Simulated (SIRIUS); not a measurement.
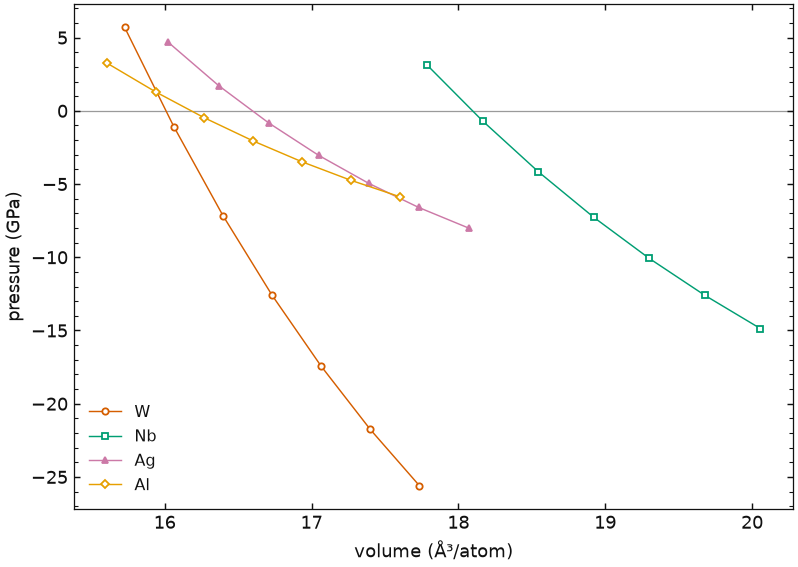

The picture above shows the pressure against volume, with one curve for each element, for Ag, Al, Nb and W (all in space group Fm-3m (No. 225)).

Computed with SIRIUS 7.10.0: plane-wave DFT, no spin polarisation; energies at scaled volumes of the given cell, shape and fractions fixed, counted from the fit's minimum, third-order Birch-Murnaghan fit. Level: PBEsol.

```json
{"setting": "k mesh", "value": "11×11×11"}
{"setting": "occupations", "value": "Fermi–Dirac"}
{"setting": "smearing width", "value": "0.05 eV"}
{"setting": "potentials", "value": "dojo sr pbesol 0.4.1 standard"}
```

Settings that differ: W: density cutoff 4120 eV, wave cutoff 1030 eV, k mesh 11×11×11; Nb: density cutoff 4510 eV, wave cutoff 1130 eV; Ag: density cutoff 4510 eV, wave cutoff 1130 eV; Al: density cutoff 2230 eV, wave cutoff 557 eV, k mesh 11×11×11.

The numbers behind the figure:

W:
```json
{"volume (Å³/atom)": "15.73", "pressure (GPa)": "5.70"}
{"volume (Å³/atom)": "16.06", "pressure (GPa)": "-1.07"}
{"volume (Å³/atom)": "16.40", "pressure (GPa)": "-7.15"}
{"volume (Å³/atom)": "16.73", "pressure (GPa)": "-12.59"}
{"volume (Å³/atom)": "17.07", "pressure (GPa)": "-17.44"}
{"volume (Å³/atom)": "17.40", "pressure (GPa)": "-21.76"}
{"volume (Å³/atom)": "17.73", "pressure (GPa)": "-25.60"}
```

Nb:
```json
{"volume (Å³/atom)": "17.79", "pressure (GPa)": "3.13"}
{"volume (Å³/atom)": "18.16", "pressure (GPa)": "-0.69"}
{"volume (Å³/atom)": "18.54", "pressure (GPa)": "-4.15"}
{"volume (Å³/atom)": "18.92", "pressure (GPa)": "-7.27"}
{"volume (Å³/atom)": "19.30", "pressure (GPa)": "-10.08"}
{"volume (Å³/atom)": "19.68", "pressure (GPa)": "-12.60"}
{"volume (Å³/atom)": "20.06", "pressure (GPa)": "-14.87"}
```

Ag:
```json
{"volume (Å³/atom)": "16.03", "pressure (GPa)": "4.67"}
{"volume (Å³/atom)": "16.37", "pressure (GPa)": "1.73"}
{"volume (Å³/atom)": "16.71", "pressure (GPa)": "-0.82"}
{"volume (Å³/atom)": "17.05", "pressure (GPa)": "-3.04"}
{"volume (Å³/atom)": "17.39", "pressure (GPa)": "-4.95"}
{"volume (Å³/atom)": "17.73", "pressure (GPa)": "-6.60"}
{"volume (Å³/atom)": "18.07", "pressure (GPa)": "-8.01"}
```

Al:
```json
{"volume (Å³/atom)": "15.61", "pressure (GPa)": "3.26"}
{"volume (Å³/atom)": "15.94", "pressure (GPa)": "1.29"}
{"volume (Å³/atom)": "16.27", "pressure (GPa)": "-0.48"}
{"volume (Å³/atom)": "16.60", "pressure (GPa)": "-2.06"}
{"volume (Å³/atom)": "16.93", "pressure (GPa)": "-3.48"}
{"volume (Å³/atom)": "17.27", "pressure (GPa)": "-4.74"}
{"volume (Å³/atom)": "17.60", "pressure (GPa)": "-5.86"}
```
